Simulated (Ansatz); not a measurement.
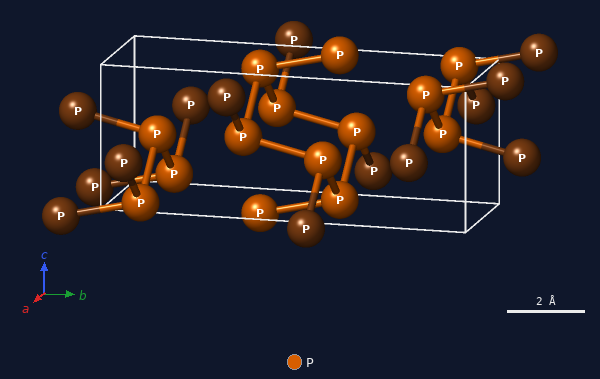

The input geometry (ball-and-stick view of the cell 2 times as large as that of the calculation, set on its symmetry axes, seen slightly off an axis; neighbours outside the cell are drawn fainter). An atom can appear more than once, as a periodic image. Near neighbours in the periodic cell (some may lie outside the picture): P has 3 P at 2.22 Å.

## Run report: P, geometry relaxation (part 1 of 2)

The run: geometry relaxation of P (Cmce, 4 atoms in the cell). Method and program: DFT, PBE, dispersion d3bj, plane waves, PAW, no spin polarisation (Ansatz 0.2.0).

The structure derives from an entry of the Crystallography Open Database.

## Output
```
Engine: ansatz 0.2.0, x86_64-unknown-linux-gnu
Pseudopotentials: kind: paw
Pseudopotential: P, paw, valence charge 5, recommended cutoff 420 eV (normal), P.paw.azcp
Functional definition: PBE
  parameter kappa = 0.804
  parameter beta = 0.06672455060314922
  exchange = pbe_x(kappa = kappa, mu = beta*pi^2/3)
  correlation = pbe_c(beta = beta)
Crystal: 4 atoms, lattice volume = 64.802 Å³
Basis set: ecut = 420 eV, 1285 PW (Γ), exchange–correlation on 72×72×54 points (8 copies of the dense FFT grid, shifted against one another)
Bands: 14, of which v1, the nominal top of the filled ones, is band 10 counted from 1 (9 counted from 0)
Symmetry: 8 space group operations
Space group: Cmce (ITA 64), of the structure as read, at distance tolerance 4.0e-5 Å
k-points: 39 of 144
Non-local potential: P, projectors of the file, l = 0: 2, l = 1: 2, l = 2: 2
PAW form: soft (Blöchl's): semilocal exchange-correlation on the pseudo side does not see the compensation charge
PAW one-centre angular grid: P, 110 points (default); XC on 64 Gauss nodes
Initial density: superposition of atomic densities (neutral atoms: chi_scale 0, normalization atom), corrected by the library's trained network
Initial wavefunctions: pseudopotential atomic-orbital guess
Functional: x = pbe(κ = 0.804, μ = 0.2195149727645171), c = pbe(β = 0.06672455060314922)
SCF iter   1: F=—  HF=-3024.143665 eV  |F-HF|=—  |Δ(HF+E_count)|=         —  Δρ=3.11e-3  dr2=7.83e-3  ethr=1.77e-3  ⟨swp⟩=7.2  Hψ=3947  notcnv=0
preconditioner: auto → Kerker (q_TF=auto, 2.243 Å⁻¹)  [metal: Δε(μ)=0.218 eV  Ē_g=9.276 eV  σ=0.150 eV  W_gap=0.35  n_scr=12 (ndim 8)  ℏωp=20.6 eV  f_vac=0.000  D(μ)=0.50/eV (n_scr^D=0)]
SCF iter   2: F=—  HF=-3024.142288 eV  |F-HF|=—  |Δ(HF+E_count)|=   1.38e-3  Δρ=1.86e-3  dr2=3.33e-3  ethr=3.91e-5  ⟨swp⟩=1.6  Hψ=964  notcnv=0
SCF iter   3: F=—  HF=-3024.141691 eV  |F-HF|=—  |Δ(HF+E_count)|=   5.98e-4  Δρ=3.91e-4  dr2=8.44e-5  ethr=1.67e-5  ⟨swp⟩=2.0  Hψ=835  notcnv=0
SCF iter   4: F=—  HF=-3024.141684 eV  |F-HF|=—  |Δ(HF+E_count)|=   6.79e-6  Δρ=1.13e-4  dr2=1.31e-5  ethr=4.22e-7  ⟨swp⟩=2.4  Hψ=919  notcnv=0
SCF iter   5: F=—  HF=-3024.141685 eV  |F-HF|=—  |Δ(HF+E_count)|=   1.12e-6  Δρ=2.94e-5  dr2=1.71e-6  ethr=6.53e-8  ⟨swp⟩=2.2  Hψ=857  notcnv=0
SCF iter   6: F=—  HF=-3024.141685 eV  |F-HF|=—  |Δ(HF+E_count)|=   1.07e-7  Δρ=9.79e-6  dr2=2.14e-7  ethr=8.56e-9  ⟨swp⟩=2.4  Hψ=875  notcnv=0
SCF iter   7: F=-3024.141685 eV  HF=-3024.141685 eV  |F-HF|=6.52e-9  |Δ(HF+E_count)|=   5.90e-8  Δρ=2.06e-6  dr2=8.04e-9  ethr=5.00e-10  ⟨swp⟩=11.9  Hψ=4494  notcnv=0
SCF 1 converged in 7 iterations: F = -3024.141685 eV  dr2 = 8.04e-9
  greatest PAW one-centre occupation: 0.812 electrons in one spin orbital (limit 2), on the P atom at site 3 (counted from 0), in its partial waves of l = 0
relax step   1: F+E_penalty+E_count = -3024.14168469 eV  Δ(F+E_penalty+E_count) = +0.000e0 eV  max|allowed force component| = 2.110e-1 eV/Å  Δτ_max = 0.0000 Å  P = +3.866 GPa  Ω = 64.802 Å³  fix = [volume]  reactions: volume +3.866 GPa  (7 SCF iters, dr2 threshold 1.00e-7 eV, accepted)
Basis set: ecut = 420 eV, 1277 PW (Γ), exchange–correlation on 72×72×54 points (8 copies of the dense FFT grid, shifted against one another)
Initial density: handed on by an earlier stage of this run
Initial wavefunctions: those handed on with the density
iter 1 solved again at ethr=5.26e-6 eV; its pass at ethr=3.10e-3 eV (dr2=1.05e-3 eV) is discarded
SCF iter   1: F=—  HF=-3024.150610 eV  |F-HF|=—  |Δ(HF+E_count)|=         —  Δρ=1.33e-3  dr2=1.19e-3  ethr=5.26e-6  ⟨swp⟩=2.7  Hψ=4268  notcnv=0
preconditioner: auto → Kerker (q_TF=auto, 2.243 Å⁻¹)  [metal: Δε(μ)=0.139 eV  Ē_g=9.225 eV  σ=0.150 eV  W_gap=0.23  n_scr=12 (ndim 8)  ℏωp=20.6 eV  f_vac=0.000  D(μ)=0.49/eV (n_scr^D=0)]
SCF iter   2: F=—  HF=-3024.150443 eV  |F-HF|=—  |Δ(HF+E_count)|=   1.67e-4  Δρ=7.60e-4  dr2=3.96e-4  ethr=5.26e-6  ⟨swp⟩=1.3  Hψ=598  notcnv=0
SCF iter   3: F=—  HF=-3024.150361 eV  |F-HF|=—  |Δ(HF+E_count)|=   8.24e-5  Δρ=7.63e-5  dr2=4.66e-6  ethr=1.98e-6  ⟨swp⟩=2.3  Hψ=854  notcnv=0
SCF iter   4: F=-3024.150361 eV  HF=-3024.150361 eV  |F-HF|=6.98e-8  |Δ(HF+E_count)|=   1.19e-7  Δρ=1.84e-5  dr2=1.35e-7  ethr=2.00e-9  ⟨swp⟩=13.4  Hψ=5144  notcnv=0
SCF 2 converged in 4 iterations: F = -3024.150361 eV  dr2 = 1.35e-7
  greatest PAW one-centre occupation: 0.813 electrons in one spin orbital (limit 2), on the P atom at site 3 (counted from 0), in its partial waves of l = 0
relax step   2: F+E_penalty+E_count = -3024.15036086 eV  Δ(F+E_penalty+E_count) = -8.676e-3 eV  max|allowed force component| = 1.148e-1 eV/Å  Δτ_max = 0.0134 Å  P = +2.750 GPa  Ω = 64.802 Å³  energy of the carried Pulay correction = +3.834e-18 eV  fix = [volume]  reactions: volume +2.750 GPa  (4 SCF iters, dr2 threshold 4.00e-7 eV, accepted)
iter 1 solved again at ethr=2.50e-6 eV; its pass at ethr=3.10e-3 eV (dr2=5.00e-4 eV) is discarded
SCF iter   1: F=—  HF=-3024.154602 eV  |F-HF|=—  |Δ(HF+E_count)|=         —  Δρ=1.03e-3  dr2=5.35e-4  ethr=2.50e-6  ⟨swp⟩=2.9  Hψ=4258  notcnv=0
preconditioner: auto → Kerker (q_TF=auto, 2.243 Å⁻¹)  [metal: Δε(μ)=0.107 eV  Ē_g=9.200 eV  σ=0.150 eV  W_gap=0.18  n_scr=12 (ndim 8)  ℏωp=20.6 eV  f_vac=0.000  D(μ)=0.51/eV (n_scr^D=0)]
SCF iter   2: F=—  HF=-3024.154520 eV  |F-HF|=—  |Δ(HF+E_count)|=   8.16e-5  Δρ=6.08e-4  dr2=1.94e-4  ethr=2.50e-6  ⟨swp⟩=1.0  Hψ=546  notcnv=0
SCF iter   3: F=—  HF=-3024.154473 eV  |F-HF|=—  |Δ(HF+E_count)|=   4.73e-5  Δρ=5.86e-5  dr2=2.06e-6  ethr=9.72e-7  ⟨swp⟩=2.5  Hψ=958  notcnv=0
SCF iter   4: F=-3024.154473 eV  HF=-3024.154473 eV  |F-HF|=4.40e-8  |Δ(HF+E_count)|=   5.78e-7  Δρ=1.37e-5  dr2=7.52e-8  ethr=2.00e-9  ⟨swp⟩=12.4  Hψ=4868  notcnv=0
SCF 3 converged in 4 iterations: F = -3024.154473 eV  dr2 = 7.52e-8
relax step   3: F+E_penalty+E_count = -3024.15447328 eV  Δ(F+E_penalty+E_count) = -4.112e-3 eV  max|allowed force component| = 3.553e-2 eV/Å  Δτ_max = 0.0086 Å  P = +2.016 GPa  Ω = 64.802 Å³  energy of the carried Pulay correction = +3.834e-18 eV  fix = [volume]  reactions: volume +2.016 GPa  (4 SCF iters, dr2 threshold 4.00e-7 eV, accepted)
Basis set: ecut = 420 eV, 1269 PW (Γ), exchange–correlation on 72×72×54 points (8 copies of the dense FFT grid, shifted against one another)
iter 1 solved again at ethr=5.05e-6 eV; its pass at ethr=3.10e-3 eV (dr2=1.01e-3 eV) is discarded
SCF iter   1: F=—  HF=-3024.155539 eV  |F-HF|=—  |Δ(HF+E_count)|=         —  Δρ=1.31e-3  dr2=9.80e-4  ethr=5.05e-6  ⟨swp⟩=2.3  Hψ=4498  notcnv=0
preconditioner: auto → Kerker (q_TF=auto, 2.243 Å⁻¹)  [metal: Δε(μ)=0.065 eV  Ē_g=9.191 eV  σ=0.150 eV  W_gap=0.11  n_scr=12 (ndim 8)  ℏωp=20.6 eV  f_vac=0.000  D(μ)=0.50/eV (n_scr^D=0)]
SCF iter   2: F=—  HF=-3024.155461 eV  |F-HF|=—  |Δ(HF+E_count)|=   7.83e-5  Δρ=8.03e-4  dr2=3.84e-4  ethr=4.90e-6  ⟨swp⟩=1.0  Hψ=548  notcnv=0
SCF iter   3: F=—  HF=-3024.155429 eV  |F-HF|=—  |Δ(HF+E_count)|=   3.25e-5  Δρ=9.31e-5  dr2=3.54e-6  ethr=1.92e-6  ⟨swp⟩=2.5  Hψ=926  notcnv=0
SCF iter   4: F=—  HF=-3024.155425 eV  |F-HF|=—  |Δ(HF+E_count)|=   4.05e-6  Δρ=1.54e-5  dr2=2.92e-7  ethr=1.34e-9  ⟨swp⟩=12.9  Hψ=4975  notcnv=0
SCF iter   5: F=-3024.155424 eV  HF=-3024.155424 eV  |F-HF|=1.13e-9  |Δ(HF+E_count)|=   2.54e-8  Δρ=4.60e-6  dr2=1.52e-8  ethr=1.34e-9  ⟨swp⟩=9.4  Hψ=3611  notcnv=0
SCF 4 converged in 5 iterations: F = -3024.155424 eV  dr2 = 1.52e-8
relax step   4: F+E_penalty+E_count = -3024.15542449 eV  Δ(F+E_penalty+E_count) = -9.512e-4 eV  max|allowed force component| = 7.176e-2 eV/Å  Δτ_max = 0.0054 Å  P = +1.482 GPa  Ω = 64.802 Å³  energy of the carried Pulay correction = +7.668e-18 eV  fix = [volume]  reactions: volume +1.482 GPa  (5 SCF iters, dr2 threshold 2.69e-7 eV, accepted)
iter 1 solved again at ethr=8.16e-7 eV; its pass at ethr=3.10e-3 eV (dr2=1.63e-4 eV) is discarded
SCF iter   1: F=—  HF=-3024.156816 eV  |F-HF|=—  |Δ(HF+E_count)|=         —  Δρ=5.20e-4  dr2=1.78e-4  ethr=8.16e-7  ⟨swp⟩=3.1  Hψ=4263  notcnv=0
preconditioner: auto → Kerker (q_TF=auto, 2.243 Å⁻¹)  [metal: Δε(μ)=0.221 eV  Ē_g=9.191 eV  σ=0.150 eV  W_gap=0.32  n_scr=12 (ndim 8)  ℏωp=20.6 eV  f_vac=0.000  D(μ)=0.53/eV (n_scr^D=0)]
SCF iter   2: F=—  HF=-3024.156790 eV  |F-HF|=—  |Δ(HF+E_count)|=   2.57e-5  Δρ=3.00e-4  dr2=6.07e-5  ethr=8.16e-7  ⟨swp⟩=1.2  Hψ=572  notcnv=0
SCF iter   3: F=—  HF=-3024.156781 eV  |F-HF|=—  |Δ(HF+E_count)|=   8.60e-6  Δρ=3.27e-5  dr2=7.78e-7  ethr=3.04e-7  ⟨swp⟩=2.6  Hψ=910  notcnv=0
SCF iter   4: F=-3024.156782 eV  HF=-3024.156782 eV  |F-HF|=5.28e-9  |Δ(HF+E_count)|=   1.28e-7  Δρ=7.58e-6  dr2=3.12e-8  ethr=2.00e-9  ⟨swp⟩=12.1  Hψ=4662  notcnv=0
SCF 5 converged in 4 iterations: F = -3024.156782 eV  dr2 = 3.12e-8
relax step   5: F+E_penalty+E_count = -3024.15678152 eV  Δ(F+E_penalty+E_count) = -1.357e-3 eV  max|allowed force component| = 8.630e-4 eV/Å  Δτ_max = 0.0046 Å  P = +1.514 GPa  Ω = 64.802 Å³  energy of the carried Pulay correction = -5.751e-18 eV  fix = [volume]  reactions: volume +1.514 GPa  (4 SCF iters, dr2 threshold 4.00e-7 eV, accepted)
Initial wavefunctions: pseudopotential atomic-orbital guess (no wavefunctions were taken with the density)
iter 1 solved again at ethr=3.62e-7 eV; its pass at ethr=3.10e-3 eV (dr2=7.23e-5 eV) is discarded
SCF iter   1: F=—  HF=-3024.156892 eV  |F-HF|=—  |Δ(HF+E_count)|=         —  Δρ=2.35e-5  dr2=6.13e-8  ethr=3.62e-7  ⟨swp⟩=3.9  Hψ=5623  notcnv=0
eigensolver tolerance schedule: the retry pair's looser diagonalisation over-reported the residual by 1178.39 of it (diagonalisation noise at 0.16 of the residual, at the tolerance the schedule requests for it); recorded, not acted on — ethr = c·dr2/N_el stays at c = 1.0e-1
preconditioner: auto → Kerker (q_TF=auto, 2.243 Å⁻¹)  [metal: Δε(μ)=0.221 eV  Ē_g=9.190 eV  σ=0.150 eV  W_gap=0.32  n_scr=12 (ndim 8)  ℏωp=20.6 eV  f_vac=0.000  D(μ)=0.53/eV (n_scr^D=0)]
SCF iter   2: F=—  HF=-3024.156885 eV  |F-HF|=—  |Δ(HF+E_count)|=   7.02e-6  Δρ=1.27e-5  dr2=2.30e-8  ethr=3.07e-10  ⟨swp⟩=3.0  Hψ=1145  notcnv=0
SCF iter   3: F=—  HF=-3024.156885 eV  |F-HF|=—  |Δ(HF+E_count)|=   1.07e-7  Δρ=1.19e-6  dr2=1.40e-9  ethr=1.15e-10  ⟨swp⟩=2.0  Hψ=939  notcnv=0
SCF iter   4: F=-3024.156885 eV  HF=-3024.156885 eV  |F-HF|=8.64e-12  |Δ(HF+E_count)|=  1.67e-10  Δρ=4.05e-7  dr2=1.30e-10  ethr=1.00e-12  ⟨swp⟩=7.3  Hψ=3731  notcnv=0
SCF 6 converged in 4 iterations: F = -3024.156885 eV  dr2 = 1.30e-10
relax step   6: F+E_penalty+E_count = -3024.15688476 eV  Δ(F+E_penalty+E_count) = -1.032e-4 eV  max|allowed force component| = 8.871e-4 eV/Å  Δτ_max = 0.0000 Å  P = +1.517 GPa  Ω = 64.802 Å³  fix = [volume]  reactions: volume +1.517 GPa  stress off target by 4.96e-2 GPa on what of the cell is left free  SCF on the basis re-selected at this cell (its energy is not comparable with the rows above)  (4 SCF iters)
```

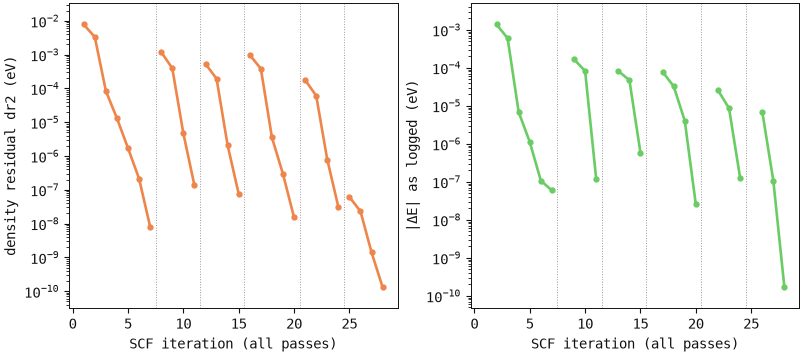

Convergence of the self-consistent field: density residual dr2 and size of the energy change against the SCF iteration. The dotted lines part the SCF passes of the relaxation: geometry steps, rejected trials and re-solves on a re-selected basis. The 6 passes take 4 to 7 iterations each, 28 in all.

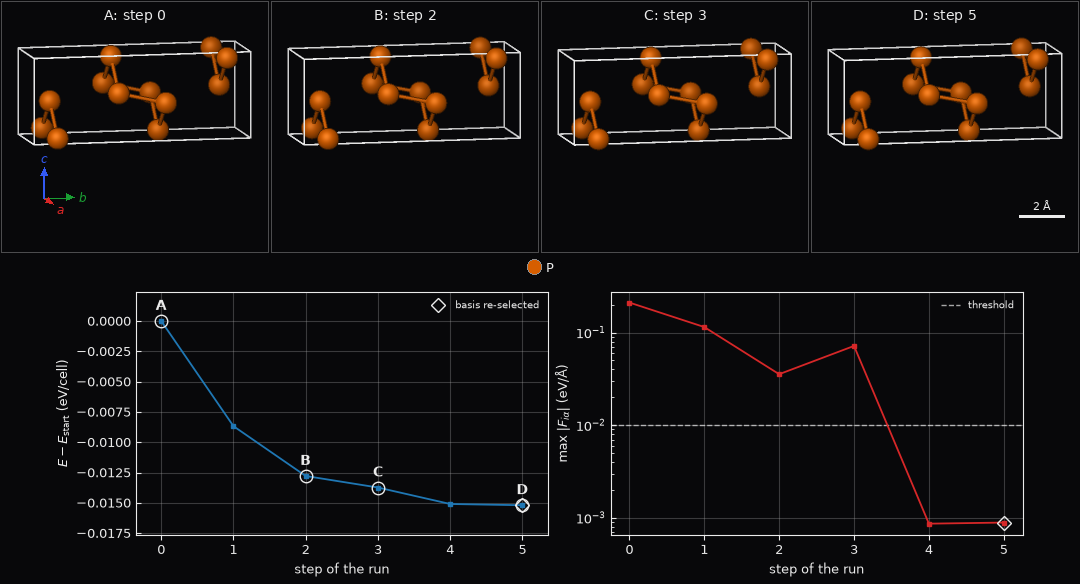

Frames of the relaxation (ball-and-stick view of the cell 2 times as large as that of the calculation, set on its symmetry axes, seen slightly off an axis) above the curves, on which the letters mark them (the first geometry is step 0 here and step 1 in the log).
